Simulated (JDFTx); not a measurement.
# WC: 7 runs along one coordinate

System: WC (2 atoms in the cell).
Method: Kohn-Sham DFT of a periodic cell, PBEsol, PseudoDojo-SR-PBEsol-0.4.1-standard, no spin polarisation (JDFTx 1.7.0 (patched build)).

The 7 runs differ only in the geometry, by an even scaling of the cell at fixed fractional positions. The structure derives from an entry of the Crystallography Open Database.

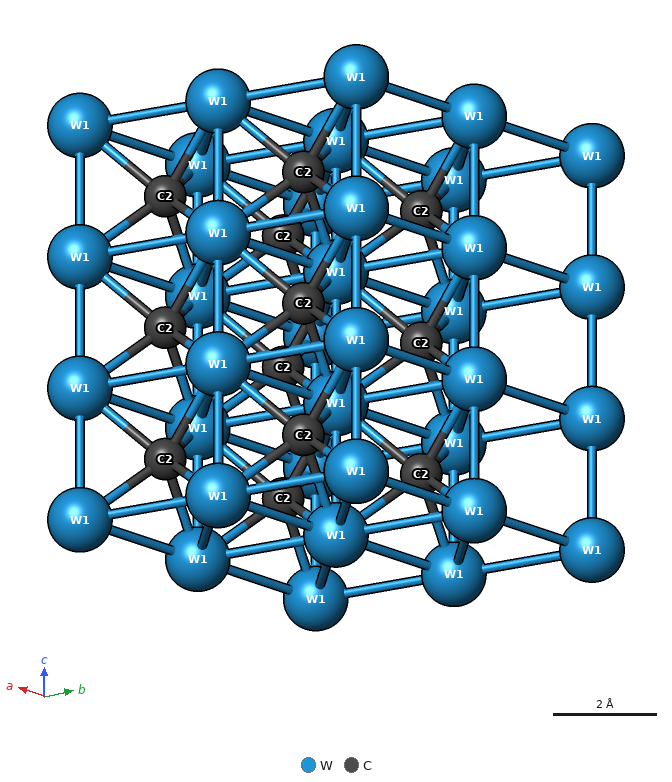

Figure 1. The structure of run 4 (ball-and-stick view of the cell of the calculation, repeated 2 × 2 × 3, seen at an oblique angle; atoms are numbered from 1 in the order of the input). An atom can appear more than once, as a periodic image.

**Input of run 4**
```
lattice \
    5.4924889812    -2.7462444906     0.0000000000 \
    0.0000000000     4.7566349877     0.0000000000 \
    0.0000000000     0.0000000000     5.3603971251
coords-type Lattice
ion W      0.0000000000     0.0000000000     0.0000000000 1
ion C      0.6666666667     0.3333333333     0.5000000000 1

ion-species pseudo/W.upf
ion-species pseudo/C.upf
elec-cutoff 41 328
elec-ex-corr gga-PBEsol
kpoint-folding 10 10 9
elec-smearing Fermi 0.0018374661
elec-n-bands 15
electronic-SCF nIterations 100 energyDiffThreshold 1e-09
electronic-minimize nIterations 30 energyDiffThreshold 1e-7
forces-output-coords Cartesian

dump-name run.$VAR
dump End Ecomponents EigStats BandEigs Kpoints Forces Stress
```

Command:
```bash
jdftx -c 1 -i WC.in -o WC.out
```

Run 3 differs from it as follows:
```diff
-    5.4924889812    -2.7462444906     0.0000000000 \
-    0.0000000000     4.7566349877     0.0000000000 \
-    0.0000000000     0.0000000000     5.3603971251
+    5.4556255283    -2.7278127642     0.0000000000 \
+    0.0000000000     4.7247103012     0.0000000000 \
+    0.0000000000     0.0000000000     5.3244202215
```

**Results, with one run withheld**

| run | volume per atom (Å³) | free energy per atom, from the lowest run given (meV) | pressure (GPa) |
| --- | --- | --- | --- |
| 1 | 9.754 | 40.06 | 24.97 |
| 2 | 9.961 | 14.38 | 14.61 |
| 3 | 10.169 | ? | ? |
| 4 | 10.376 | 0.00 | −3.12 |
| 5 | 10.584 | 8.87 | −10.67 |
| 6 | 10.791 | 27.02 | −17.46 |
| 7 | 10.999 | 53.51 | −23.56 |

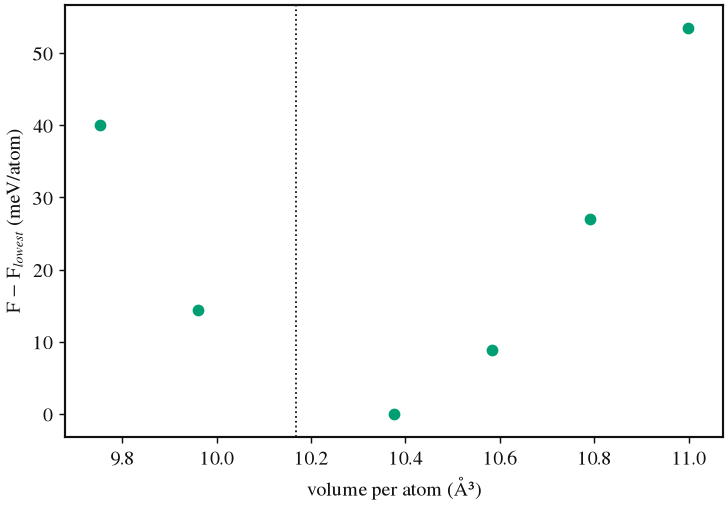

Figure 2. Free energy per atom of the runs given; the dotted line marks run 3.

Estimate the energy of run 3 from the others.

A cubic polynomial in V^(−2/3) (the Birch–Murnaghan form), fitted to the 6 runs given, misses them by at most 0.03 meV per atom. With x = V^(−2/3) − 0.20995 Å⁻², it reads F = 0.39205 − 1732.5 x + 6.6397e+05 x² + 5.8773e+05 x³ (meV per atom). At run 3 it gives 1.42 meV per atom, and the run itself gives 1.45. The slope of the fit gives a pressure −dF/dV of 5.37 GPa there, and the run prints 5.27 GPa. The two needn't agree exactly: the fit is approximate, and the printed stress is taken on a finite basis. The fit has its minimum at 10.299 Å³ per atom, where V d²F/dV² gives 411 GPa. Cell shape and fractional positions are held, so this is the stiffness under even scaling; the relaxed bulk modulus wasn't computed.

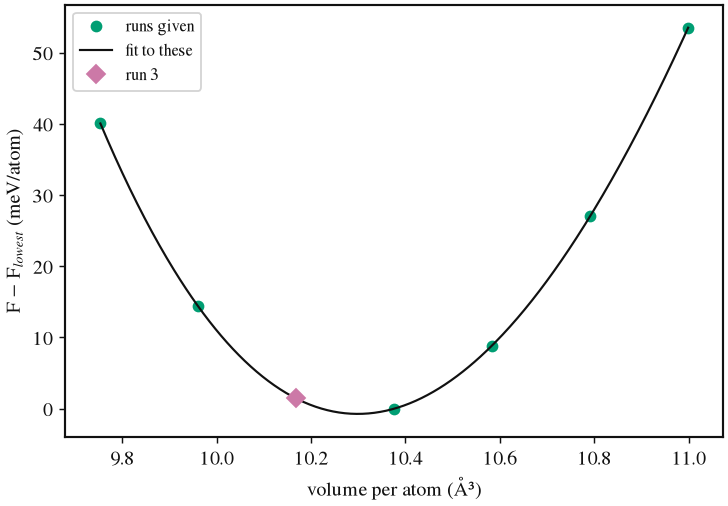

Figure 3. The fit and the withheld run.

**Some lines of the output (run 3)**
```
[...]
unit cell volume = 137.244
     Etot =      -74.8252217051907422
        F =      -74.8252886496881189
	HOMO-LUMO gap: +0.003847
	Optical gap  : +0.023737 at state 8 ( [ +0.000000 +0.100000 +0.333333 ] spin 0 )
```

Notes: Spin–orbit coupling is left out, which matters for W.
